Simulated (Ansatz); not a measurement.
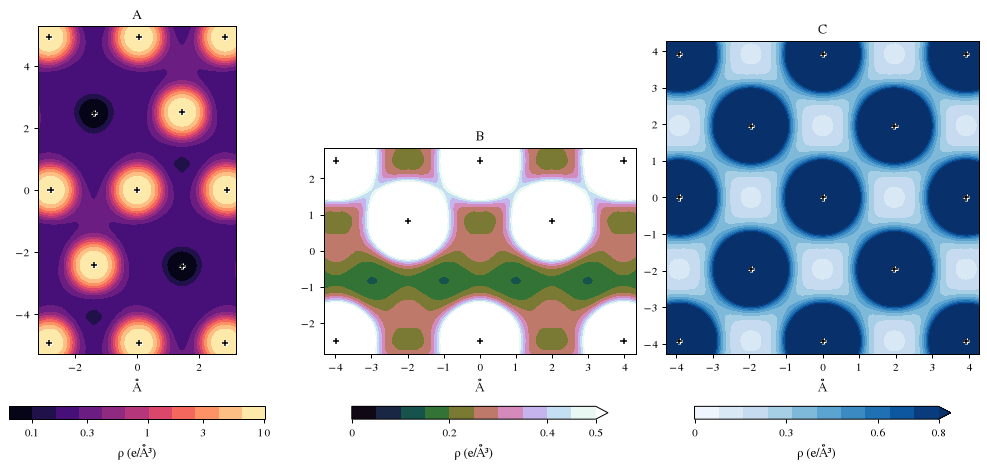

The valence pseudo-density of 3 systems, each on a plane through atoms (crosses mark nuclei in the plane).

Method: DFT PBEsol, scalar-relativistic, plane waves, PAW (Ansatz 0.2.0).

System 1: Ti₃Al, the (010) plane of the calculation cell. Space group P6₃/mmc; computed without spin polarisation.

```
Ti Al
1.0
     2.84390   -4.92578    0.00000
     0.00000    0.00000   -4.60772
     8.53169    4.92578    0.00000
Ti Al
12 4
Direct
  0.24547 0.75000 0.41516
  0.74547 0.75000 0.91516
  0.50000 0.25000 0.33031
  0.00000 0.25000 0.83031
  0.75453 0.75000 0.41516
  0.25453 0.75000 0.91516
  0.25453 0.25000 0.08484
  0.75453 0.25000 0.58484
  0.00000 0.75000 0.16969
  0.50000 0.75000 0.66969
  0.74547 0.25000 0.08484
  0.24547 0.25000 0.58484
  0.50000 0.75000 0.16667
  0.00000 0.75000 0.66667
  0.00000 0.25000 0.33333
  0.50000 0.25000 0.83333
```

System 2: Rh, the (110) plane of the conventional cell. Space group P6₃/mmc; a structure from a database of computed crystals, not necessarily the ambient phase; computed pressure about −7 GPa in this cell; computed without spin polarisation.

```
Rh
1.0
     2.88300    0.00000    0.00000
    -1.44150    2.49676    0.00000
     0.00000    0.00000    3.97376
Rh
2
Direct
  0.66667 0.33333 0.75000
  0.33333 0.66667 0.25000
```

System 3: Pt, the (010) plane of the conventional cell. Space group Fm-3m.

Question: Match each panel to its system.

Answer: Panel A is system 1, Ti₃Al: the plane holds Ti and Al. Ti–Ti (2.79 Å): the density is about 0.23 e/Å³ at the midpoint. Panel B is system 2, Rh: the plane holds Rh. Rh–Rh (2.59 Å): the density is about 0.44 e/Å³ at the midpoint. Panel C is system 3, Pt: the plane holds Pt. Pt–Pt (2.77 Å): ρ at the midpoint is about 0.38 e/Å³.
